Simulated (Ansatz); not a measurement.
Ge

```cif
data_structure
_symmetry_space_group_name_H-M 'P 1'
_symmetry_Int_Tables_number 1
_cell_length_a 6.9342
_cell_length_b 4.0035
_cell_length_c 13.1527
_cell_angle_alpha 90.000
_cell_angle_beta 90.000
_cell_angle_gamma 90.000
_cell_volume 365.13
loop_
_atom_site_label
_atom_site_type_symbol
_atom_site_fract_x
_atom_site_fract_y
_atom_site_fract_z
_atom_site_occupancy
Ge1 Ge 0.00000 0.00000 0.40684 1
Ge2 Ge 0.50000 0.50000 0.40684 1
Ge3 Ge 0.00000 0.00000 0.59316 1
Ge4 Ge 0.50000 0.50000 0.59316 1
Ge5 Ge 0.00000 0.00000 0.90684 1
Ge6 Ge 0.50000 0.50000 0.90684 1
Ge7 Ge 0.00000 0.00000 0.09316 1
Ge8 Ge 0.50000 0.50000 0.09316 1
Ge9 Ge 0.36050 0.00000 0.33901 1
Ge10 Ge 0.86050 0.50000 0.33901 1
Ge11 Ge 0.16667 0.50000 0.65588 1
Ge12 Ge 0.66667 0.00000 0.65588 1
Ge13 Ge 0.16667 0.50000 0.84412 1
Ge14 Ge 0.66667 0.00000 0.84412 1
Ge15 Ge 0.33333 0.00000 0.15588 1
Ge16 Ge 0.83333 0.50000 0.15588 1
```

Space group Cm; a structure from a database of computed crystals, not necessarily the ambient phase; changed on purpose from its base cell (atom 5 (Ge) moved -0.200 A towards its neighbour atom 1 (Ge) at 2.454 A); not relaxed (largest force 1.7 eV/Å).

Level of theory: DFT r2SCAN, scalar-relativistic, plane waves, PAW (Ansatz 0.2.0).

Core electrons are frozen (PAW), and the valence fields are smoothed inside the atomic spheres.

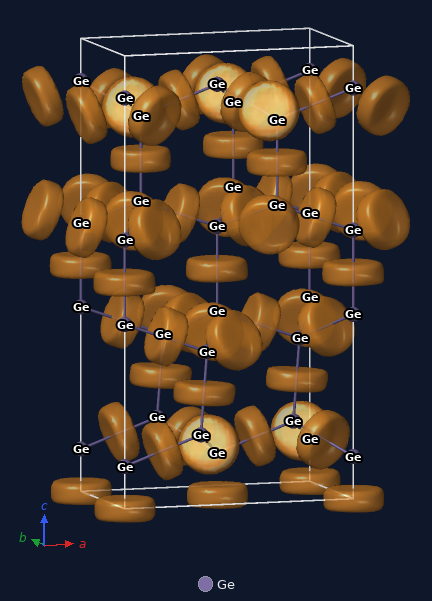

Figure 1. Isosurface of the ELF at 0.55 (orange), seen slightly off an axis. Core shells and regions of very low density are left out. Sticks mark near contacts.

What do the ELF domains correspond to?

At this value the surface marks out 32 regions between bonded Ge–Ge atoms (shared pairs), counted in one cell of 16 atoms. Any copies at cell faces, edges or corners count once. Profiles from the grid: Ge–Ge (2.40 Å): the ELF peaks at about 0.80 between the atoms, as expected for a shared electron pair. Ge–Ge (2.45 Å): the ELF peaks at about 0.80 between the atoms, as expected for localised, covalent bonding.

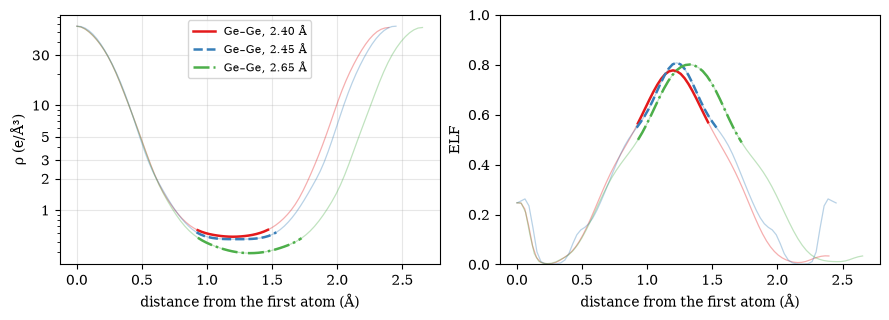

Figure 2. Valence charge density (pseudo) and ELF along straight lines between neighbouring atoms. Thin, pale parts lie inside the atomic spheres.

What kind of bonding do the profiles show?

Ge–Ge (2.40 Å): the density is about 0.56 e/Å³ at the midpoint; the ELF peaks at about 0.80 between the atoms: a covalent bond.
Ge–Ge (2.45 Å): ρ at the midpoint is about 0.53 e/Å³; the ELF peaks at about 0.80 between the atoms: localised, covalent bonding.
Ge–Ge (2.65 Å): the density is about 0.39 e/Å³ at the midpoint; the ELF peaks at about 0.80 between the atoms (localised, covalent bonding).
